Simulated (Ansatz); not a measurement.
**Run report: Sr₄Ti₄O₁₁ (charge +2), geometry relaxation (part 2 of 2)**

The same run, continued: Sr₄Ti₄O₁₁ (defect cell, 19 atoms in the cell, total charge +2); DFT PBE, scalar-relativistic, plane waves, PAW, no spin polarisation (Ansatz 0.2.0); cutoff 420 eV, 3×3×3 k-mesh, Gaussian smearing of 0.02 eV. The structure derives from a Materials Project entry. It belongs to a series of runs on one base structure; here: O after trading places with the vacancy, charge +2, atoms relaxed.

Geometry of the input (Å; fractional positions):
```
-3.9364  3.9364  3.9364
3.9364  -3.9364  3.9364
3.9364  3.9364  -3.9364
Sr 0.0000  0.0000  0.0000
Sr 0.5000  0.5000  0.0000
Sr 0.5000  0.0000  0.5000
Sr -0.0000  0.5000  0.5000
Ti 0.5000  0.5000  0.5000
Ti -0.0000  0.0000  0.5000
Ti -0.0000  0.5000  0.0000
Ti 0.5000  0.0000  0.0000
O  0.2500  0.2500  0.5000
O  0.7500  0.0000  0.2500
O  0.7500  0.5000  0.7500
O  0.2500  0.0000  0.7500
O  0.7500  0.7500  0.5000
O  0.2500  0.7500  0.0000
O  0.7500  0.2500  0.0000
O  0.5000  0.7500  0.7500
O  -0.0000  0.2500  0.7500
O  -0.0000  0.7500  0.2500
O  0.5000  0.2500  0.2500
```

### Output, continued
```
--- Forces (eV/Å), atoms counted from 1 ---
  atom   1  Sr     0.00378982     0.00000000     0.00378982
  atom   2  Sr     0.00378982    -0.00000000    -0.00378982
  atom   3  Sr    -0.00378982     0.00000000    -0.00378982
  atom   4  Sr    -0.00378982    -0.00000000     0.00378982
  atom   5  Ti     0.00000000    -0.00623766     0.00000000
  atom   6  Ti     0.00000000     0.00000000     0.00000000
  atom   7  Ti     0.00000000     0.00623766     0.00000000
  atom   8  Ti     0.00000000     0.00000000     0.00000000
  atom   9  O      0.00000000     0.00084064     0.00593427
  atom  10  O      0.00000000    -0.00000000     0.00000000
  atom  11  O      0.00000000     0.00000000    -0.00000000
  atom  12  O     -0.00000000    -0.00000000     0.00000000
  atom  13  O      0.00000000     0.00084064    -0.00593427
  atom  14  O      0.00000000    -0.00084064    -0.00593427
  atom  15  O      0.00000000    -0.00084064     0.00593427
  atom  16  O     -0.00593427     0.00084064     0.00000000
  atom  17  O      0.00593427    -0.00084064     0.00000000
  atom  18  O     -0.00593427    -0.00084064    -0.00000000
  atom  19  O      0.00593427     0.00084064    -0.00000000
  max |Σ_I F_I| component: 4.12e-18 eV/Å
--- Band table (eV; the first three rows and the last of 6) ---
  k-point 0: bands = ["-47.3268", "-47.3257", "-47.2181", "-47.2163", "-23.7568", "-23.6722", "-23.5944", "-23.5581", "-23.5581", "-23.5567", "-23.5567", "-23.5347", "-23.4399", "-23.4399", "-23.4346", "-23.4346", "-23.0799", "-23.0421", "-23.0421", "-23.0420", "-8.4105", "-7.7513", "-7.3355", "-7.2064", "-7.1225", "-7.0836", "-7.0836", "-7.0535", "-7.0535", "-7.0407", "-6.7987", "-5.2001", "-5.1076", "-5.1076", "-5.0767", "-5.0092", "-4.9450", "-4.9393", "-4.7580", "-4.7580", "-4.7163", "-4.7163", "-4.7022", "4.8054", "4.9145", "4.9145", "4.9599", "5.0060", "5.0774", "5.2917", "5.4172", "5.4295", "6.2204", "6.2204", "6.5167", "6.6961", "6.6961", "6.7235", "6.7235", "6.9406", "7.0282", "7.2735", "7.4363", "7.4363", "7.8092", "8.0054", "8.0054", "8.1238", "8.1238", "8.1620", "8.4162", "8.5535", "8.5535", "9.1013", "9.1013", "9.3596", "11.2063", "11.4155", "11.4155", "11.7410", "12.7656", "12.7656", "12.7770", "12.9398", "12.9398", "13.1377", "13.3350", "13.3350", "13.4254", "13.5070", "13.6041", "14.1586", "14.5920", "14.7359", "14.9801"]
  k-point 1: bands = ["-47.3265", "-47.3260", "-47.2180", "-47.2164", "-23.7566", "-23.6751", "-23.5814", "-23.5603", "-23.5596", "-23.5542", "-23.5536", "-23.5507", "-23.4486", "-23.4423", "-23.4411", "-23.4361", "-23.0616", "-23.0434", "-23.0389", "-23.0372", "-8.4396", "-7.7503", "-7.5826", "-7.3366", "-7.2704", "-6.9935", "-6.9664", "-6.9233", "-6.9064", "-6.8355", "-6.7607", "-5.1709", "-5.1418", "-5.1089", "-5.0570", "-5.0208", "-5.0087", "-4.8699", "-4.8258", "-4.8222", "-4.8001", "-4.7745", "-4.7180", "4.7771", "5.1512", "5.1665", "5.1808", "5.2303", "5.5455", "5.5493", "5.6161", "5.8186", "6.1367", "6.1840", "6.2933", "6.3734", "6.5790", "6.6652", "6.6905", "6.7079", "6.7623", "6.9415", "7.2763", "7.5964", "7.6247", "7.8160", "7.9555", "8.0931", "8.1011", "8.3022", "8.3515", "8.3849", "8.4296", "8.6078", "8.9328", "9.1518", "11.6695", "11.7695", "11.7936", "12.1637", "12.3692", "12.5300", "12.6343", "12.8412", "12.8609", "13.0575", "13.1098", "13.2721", "13.3436", "13.5699", "14.0197", "14.3502", "14.7274", "15.1233", "15.5962"]
  k-point 2: bands = ["-47.3268", "-47.3257", "-47.2181", "-47.2163", "-23.7591", "-23.6722", "-23.5976", "-23.5598", "-23.5529", "-23.5508", "-23.5505", "-23.5347", "-23.4558", "-23.4452", "-23.4408", "-23.4405", "-23.0603", "-23.0422", "-23.0394", "-23.0389", "-8.4342", "-7.7253", "-7.5010", "-7.3570", "-7.3396", "-7.0740", "-7.0548", "-6.8610", "-6.8283", "-6.8243", "-6.7610", "-5.2412", "-5.1298", "-5.0817", "-5.0284", "-5.0030", "-4.9748", "-4.9670", "-4.8270", "-4.7840", "-4.7764", "-4.7761", "-4.7465", "4.8057", "5.1080", "5.1526", "5.1876", "5.3624", "5.6421", "5.6687", "5.7314", "5.7574", "5.9251", "6.2233", "6.2292", "6.3046", "6.4026", "6.5914", "6.6849", "6.8752", "6.9844", "7.1382", "7.1922", "7.3792", "7.6529", "7.8140", "7.8605", "7.8702", "8.1876", "8.3151", "8.4635", "8.4937", "8.5273", "8.6365", "8.7828", "9.0356", "11.5610", "11.7321", "11.7749", "11.9691", "12.2948", "12.4438", "12.5854", "12.7995", "12.8361", "12.9456", "13.0434", "13.1584", "13.2679", "13.9672", "14.6325", "14.7168", "15.1231", "15.2977", "15.3439"]
  k-point 5: bands = ["-47.3265", "-47.3260", "-47.2180", "-47.2164", "-23.7593", "-23.6749", "-23.5857", "-23.5694", "-23.5694", "-23.5559", "-23.5559", "-23.5497", "-23.4432", "-23.4432", "-23.4360", "-23.4360", "-23.0518", "-23.0384", "-23.0384", "-23.0298", "-8.4873", "-7.9576", "-7.8539", "-7.4561", "-6.9207", "-6.8437", "-6.8437", "-6.8195", "-6.7845", "-6.7845", "-6.7254", "-5.1939", "-5.1720", "-5.1720", "-5.1168", "-5.0425", "-5.0425", "-4.9826", "-4.8972", "-4.8972", "-4.8797", "-4.6339", "-4.5924", "4.7803", "5.0399", "5.2277", "5.2743", "5.4137", "5.4137", "5.4182", "5.7009", "5.7077", "6.2931", "6.2931", "6.5261", "6.5819", "6.5819", "6.7419", "6.7477", "6.7477", "6.8572", "7.1792", "7.1792", "7.2663", "7.3696", "7.5453", "7.5983", "7.5983", "8.1566", "8.2728", "8.2728", "8.4906", "8.4906", "8.9514", "8.9514", "9.4033", "11.3130", "11.7712", "11.7712", "12.2037", "12.6036", "12.6036", "12.7648", "12.8224", "12.8224", "13.0938", "13.3906", "13.3906", "13.5094", "13.5112", "13.5130", "14.0094", "14.3978", "15.4750", "16.0136"]
--- Relaxed structure (6 steps of the walk, 6 accepted, 0 SCFs on fresh bases) ---
  F+E_penalty+E_count = -30470.79108349 eV   max|allowed force component| = 6.238e-3 eV/Å
  atoms:
    - { symbol: Sr, position: [-0.000684084606271033, -0.0013681692125420623, -0.0006840846062710294] }
    - { symbol: Sr, position: [0.500684084606271, 0.5, -0.0006840846062710299] }
    - { symbol: Sr, position: [0.500684084606271, 0.0013681692125420623, 0.500684084606271] }
    - { symbol: Sr, position: [-0.0006840846062710299, 0.5, 0.500684084606271] }
    - { symbol: Ti, position: [0.5166314697144083, 0.49999999999999994, 0.5166314697144083] }
    - { symbol: Ti, position: [0.0, 0.0, 0.49999999999999994] }
    - { symbol: Ti, position: [-0.016631469714408348, 0.49999999999999994, -0.016631469714408348] }
    - { symbol: Ti, position: [0.49999999999999994, 0.0, 0.0] }
    - { symbol: O, position: [0.2380841529919473, 0.25639946392661855, 0.4816846890653287] }
    - { symbol: O, position: [0.7499999999999999, 0.0, 0.25] }
    - { symbol: O, position: [0.75, 0.5, 0.7499999999999999] }
    - { symbol: O, position: [0.25, 0.0, 0.7499999999999999] }
    - { symbol: O, position: [0.7252852251387101, 0.7436005360733813, 0.4816846890653287] }
    - { symbol: O, position: [0.2619158470080527, 0.7436005360733813, 0.01831531093467123] }
    - { symbol: O, position: [0.7747147748612897, 0.25639946392661855, 0.018315310934671203] }
    - { symbol: O, position: [0.4816846890653288, 0.7436005360733814, 0.7252852251387101] }
    - { symbol: O, position: [0.018315310934671203, 0.25639946392661855, 0.7747147748612897] }
    - { symbol: O, position: [0.01831531093467123, 0.7436005360733813, 0.2619158470080527] }
    - { symbol: O, position: [0.4816846890653287, 0.2563994639266185, 0.2380841529919473] }
```

### Trajectory as extended XYZ (Å, eV, eV/Å), 6 frames, from step=1 to step=6
```
19
Lattice="-3.9364 3.9364 3.9364 3.9364 -3.9364 3.9364 3.9364 3.9364 -3.9364" Properties=species:S:1:pos:R:3:forces:R:3 step=1 energy=-30469.28260
Sr    0.0000    0.0000    0.0000   -0.7468   0.0000  -0.7468
Sr    0.0000    0.0000    3.9364   -0.7468   0.0000   0.7468
Sr    0.0000    3.9364    0.0000    0.7468   0.0000   0.7468
Sr    3.9364    0.0000    0.0000    0.7468   0.0000  -0.7468
Ti    1.9682    1.9682    1.9682    0.0000   4.7316   0.0000
Ti    1.9682    1.9682   -1.9682    0.0000   0.0000   0.0000
Ti    1.9682   -1.9682    1.9682    0.0000  -4.7316   0.0000
Ti   -1.9682    1.9682    1.9682    0.0000   0.0000   0.0000
O     1.9682    1.9682    0.0000    0.0000  -0.9809   1.2704
O    -1.9682    3.9364    1.9682    0.0000   0.0000   0.0000
O     1.9682    3.9364    1.9682    0.0000   0.0000   0.0000
O     1.9682    3.9364   -1.9682    0.0000   0.0000   0.0000
O     1.9682    1.9682    3.9364    0.0000  -0.9809  -1.2704
O     1.9682   -1.9682    3.9364    0.0000   0.9809  -1.2704
O    -1.9682    1.9682    3.9364    0.0000   0.9809   1.2704
O     3.9364    1.9682    1.9682   -1.2704  -0.9809   0.0000
O     3.9364    1.9682   -1.9682    1.2704   0.9809   0.0000
O     3.9364   -1.9682    1.9682   -1.2704   0.9809   0.0000
O     0.0000    1.9682    1.9682    1.2704  -0.9809   0.0000
19
Lattice="-3.9364 3.9364 3.9364 3.9364 -3.9364 3.9364 3.9364 3.9364 -3.9364" Properties=species:S:1:pos:R:3:forces:R:3 step=2 energy=-30470.22698
Sr   -0.1365    0.0000   -0.1365    0.9265   0.0000   0.9265
Sr   -0.1365    0.0000    4.0729    0.9265   0.0000  -0.9265
Sr    0.1365    3.9364    0.1365   -0.9265   0.0000  -0.9265
Sr    4.0729    0.0000   -0.1365   -0.9265   0.0000   0.9265
Ti    1.9682    2.0769    1.9682    0.0000  -0.6834   0.0000
Ti    1.9682    1.9682   -1.9682    0.0000   0.0000   0.0000
Ti    1.9682   -2.0769    1.9682    0.0000   0.6834   0.0000
Ti   -1.9682    1.9682    1.9682    0.0000   0.0000   0.0000
O     1.9682    1.8935    0.0247    0.0000  -0.1211   0.7281
O    -1.9682    3.9364    1.9682    0.0000   0.0000   0.0000
O     1.9682    3.9364    1.9682    0.0000   0.0000   0.0000
O     1.9682    3.9364   -1.9682    0.0000   0.0000   0.0000
O     1.9682    1.8935    3.9117    0.0000  -0.1211  -0.7281
O     1.9682   -1.8935    3.9117    0.0000   0.1211  -0.7281
O    -1.9682    2.0429    3.9612    0.0000   0.1211   0.7281
O     3.9117    1.8935    1.9682   -0.7281  -0.1211   0.0000
O     3.9612    2.0429   -1.9682    0.7281   0.1211   0.0000
O     3.9117   -1.8935    1.9682   -0.7281   0.1211   0.0000
O     0.0247    1.8935    1.9682    0.7281  -0.1211   0.0000
19
Lattice="-3.9364 3.9364 3.9364 3.9364 -3.9364 3.9364 3.9364 3.9364 -3.9364" Properties=species:S:1:pos:R:3:forces:R:3 step=3 energy=-30470.62084
Sr   -0.0705    0.0000   -0.0705    0.3659   0.0000   0.3659
Sr   -0.0705    0.0000    4.0069    0.3659   0.0000  -0.3659
Sr    0.0705    3.9364    0.0705   -0.3659   0.0000  -0.3659
Sr    4.0069    0.0000   -0.0705   -0.3659   0.0000   0.3659
Ti    1.9682    2.0878    1.9682    0.0000   0.1105   0.0000
Ti    1.9682    1.9682   -1.9682    0.0000   0.0000   0.0000
Ti    1.9682   -2.0878    1.9682    0.0000  -0.1105   0.0000
Ti   -1.9682    1.9682    1.9682    0.0000   0.0000   0.0000
O     1.9682    1.8880    0.0545    0.0000  -0.2570  -0.2719
O    -1.9682    3.9364    1.9682    0.0000   0.0000   0.0000
O     1.9682    3.9364    1.9682    0.0000   0.0000   0.0000
O     1.9682    3.9364   -1.9682    0.0000   0.0000   0.0000
O     1.9682    1.8880    3.8819    0.0000  -0.2570   0.2719
O     1.9682   -1.8880    3.8819    0.0000   0.2570   0.2719
O    -1.9682    2.0485    3.9910    0.0000   0.2570  -0.2719
O     3.8819    1.8880    1.9682    0.2719  -0.2570   0.0000
O     3.9910    2.0485   -1.9682   -0.2719   0.2570   0.0000
O     3.8819   -1.8880    1.9682    0.2719   0.2570   0.0000
O     0.0545    1.8880    1.9682   -0.2719  -0.2570   0.0000
19
Lattice="-3.9364 3.9364 3.9364 3.9364 -3.9364 3.9364 3.9364 3.9364 -3.9364" Properties=species:S:1:pos:R:3:forces:R:3 step=4 energy=-30470.75323
Sr   -0.0345    0.0000   -0.0345    0.1685   0.0000   0.1685
Sr   -0.0345    0.0000    3.9709    0.1685   0.0000  -0.1685
Sr    0.0345    3.9364    0.0345   -0.1685   0.0000  -0.1685
Sr    3.9709    0.0000   -0.0345   -0.1685   0.0000   0.1685
Ti    1.9682    2.0964    1.9682    0.0000   0.0129   0.0000
Ti    1.9682    1.9682   -1.9682    0.0000   0.0000   0.0000
Ti    1.9682   -2.0964    1.9682    0.0000  -0.0129   0.0000
Ti   -1.9682    1.9682    1.9682    0.0000   0.0000   0.0000
O     1.9682    1.8558    0.0519    0.0000  -0.1319  -0.1140
O    -1.9682    3.9364    1.9682    0.0000   0.0000   0.0000
O     1.9682    3.9364    1.9682    0.0000   0.0000   0.0000
O     1.9682    3.9364   -1.9682    0.0000   0.0000   0.0000
O     1.9682    1.8558    3.8846    0.0000  -0.1319   0.1140
O     1.9682   -1.8558    3.8846    0.0000   0.1319   0.1140
O    -1.9682    2.0806    3.9883    0.0000   0.1319  -0.1140
O     3.8846    1.8558    1.9682    0.1140  -0.1319   0.0000
O     3.9883    2.0806   -1.9682   -0.1140   0.1319   0.0000
O     3.8846   -1.8558    1.9682    0.1140   0.1319   0.0000
O     0.0519    1.8558    1.9682   -0.1140  -0.1319   0.0000
19
Lattice="-3.9364 3.9364 3.9364 3.9364 -3.9364 3.9364 3.9364 3.9364 -3.9364" Properties=species:S:1:pos:R:3:forces:R:3 step=5 energy=-30470.79108
Sr   -0.0054    0.0000   -0.0054    0.0036   0.0000   0.0036
Sr   -0.0054    0.0000    3.9418    0.0036   0.0000  -0.0036
Sr    0.0054    3.9364    0.0054   -0.0036   0.0000  -0.0036
Sr    3.9418    0.0000   -0.0054   -0.0036   0.0000   0.0036
Ti    1.9682    2.0991    1.9682    0.0000  -0.0063   0.0000
Ti    1.9682    1.9682   -1.9682    0.0000   0.0000   0.0000
Ti    1.9682   -2.0991    1.9682    0.0000   0.0063   0.0000
Ti   -1.9682    1.9682    1.9682    0.0000   0.0000   0.0000
O     1.9682    1.8240    0.0504    0.0000   0.0008   0.0061
O    -1.9682    3.9364    1.9682    0.0000   0.0000   0.0000
O     1.9682    3.9364    1.9682    0.0000   0.0000   0.0000
O     1.9682    3.9364   -1.9682    0.0000   0.0000   0.0000
O     1.9682    1.8240    3.8860    0.0000   0.0008  -0.0061
O     1.9682   -1.8240    3.8860    0.0000  -0.0008  -0.0061
O    -1.9682    2.1124    3.9868    0.0000  -0.0008   0.0061
O     3.8860    1.8240    1.9682   -0.0061   0.0008   0.0000
O     3.9868    2.1124   -1.9682    0.0061  -0.0008   0.0000
O     3.8860   -1.8240    1.9682   -0.0061  -0.0008   0.0000
O     0.0504    1.8240    1.9682    0.0061   0.0008   0.0000
19
Lattice="-3.9364 3.9364 3.9364 3.9364 -3.9364 3.9364 3.9364 3.9364 -3.9364" Properties=species:S:1:pos:R:3:forces:R:3 step=6 energy=-30470.79108
Sr   -0.0054    0.0000   -0.0054    0.0038   0.0000   0.0038
Sr   -0.0054    0.0000    3.9418    0.0038   0.0000  -0.0038
Sr    0.0054    3.9364    0.0054   -0.0038   0.0000  -0.0038
Sr    3.9418    0.0000   -0.0054   -0.0038   0.0000   0.0038
Ti    1.9682    2.0991    1.9682    0.0000  -0.0062   0.0000
Ti    1.9682    1.9682   -1.9682    0.0000   0.0000   0.0000
Ti    1.9682   -2.0991    1.9682    0.0000   0.0062   0.0000
Ti   -1.9682    1.9682    1.9682    0.0000   0.0000   0.0000
O     1.9682    1.8240    0.0504    0.0000   0.0008   0.0059
O    -1.9682    3.9364    1.9682    0.0000   0.0000   0.0000
O     1.9682    3.9364    1.9682    0.0000   0.0000   0.0000
O     1.9682    3.9364   -1.9682    0.0000   0.0000   0.0000
O     1.9682    1.8240    3.8860    0.0000   0.0008  -0.0059
O     1.9682   -1.8240    3.8860    0.0000  -0.0008  -0.0059
O    -1.9682    2.1124    3.9868    0.0000  -0.0008   0.0059
O     3.8860    1.8240    1.9682   -0.0059   0.0008   0.0000
O     3.9868    2.1124   -1.9682    0.0059  -0.0008   0.0000
O     3.8860   -1.8240    1.9682   -0.0059  -0.0008   0.0000
O     0.0504    1.8240    1.9682    0.0059   0.0008   0.0000
```

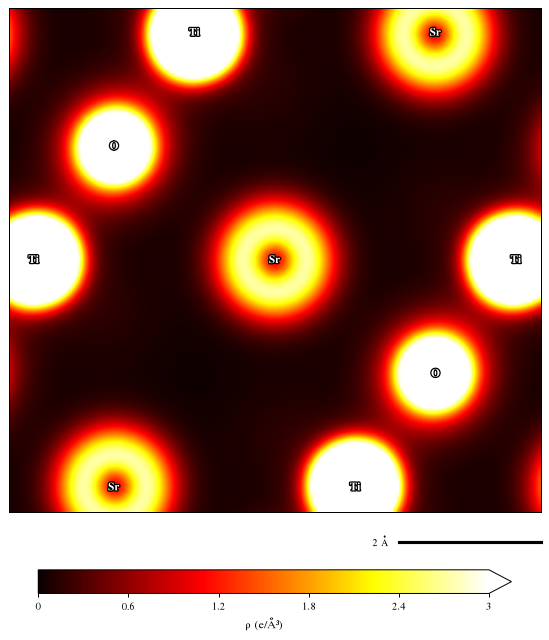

Figure 1. Valence pseudo-density on the (010) plane of the calculation cell. The section cuts through Sr, Ti and O sites. Sr–O (2.78 Å): the density is about 0.13 e/Å³ at the midpoint. Away from the nuclei the density in this plane falls to 0.03 e/Å³ at its lowest. The fields are those of the smooth PAW valence density.

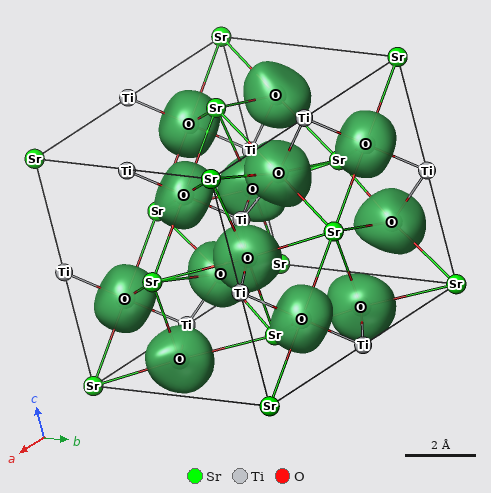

Figure 2. Isosurface of the electron localisation function at 0.6 (green), seen at an oblique angle. Core shells and regions of very low density are left out. Sticks mark near contacts. The outline is the calculation cell. Along the contacts the grid gives the following. Ti–O (1.84 Å): the ELF is about 0.25 at the midpoint. Sr–O (2.69 Å): the ELF is about 0.05 at the midpoint (a largely ionic contact).
